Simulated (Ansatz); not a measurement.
System: a (100) slab cut from W (Im-3m), 7 atoms in the cell.

```xyz
7
Lattice="3.1835 0.0000 0.0000 0.0000 3.1835 0.0000 0.0000 0.0000 24.5506" Properties=species:S:1:pos:R:3 pbc="T T T"
W     1.5918    1.5918    7.6576
W     0.0000    0.0000    9.0722
W     1.5918    1.5918   10.6985
W     0.0000    0.0000   12.2753
W     1.5918    1.5918   13.8521
W     0.0000    0.0000   15.4785
W     1.5918    1.5918   16.8930
```

Method: DFT PBE, scalar-relativistic, plane waves, PAW, no spin polarisation, 11×11×1 k mesh, 420 eV cutoff (Ansatz 0.2.0).

Predict the main features of the band structure. The path is X–Γ–M–X.

A metal: bands cross the Fermi level along this path. Bands cross the Fermi level on every line of the path. At M the nearest levels lie 0.34 eV below and 1.81 eV above the Fermi level.

Spin-orbit coupling is left out, which matters for W.

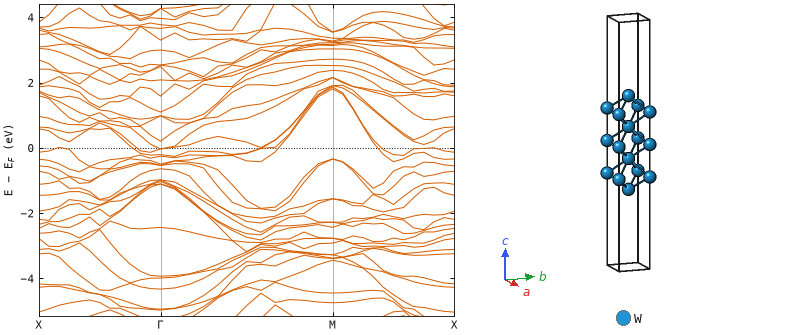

Band structure, beside the structure. Energies are counted from the Fermi level.
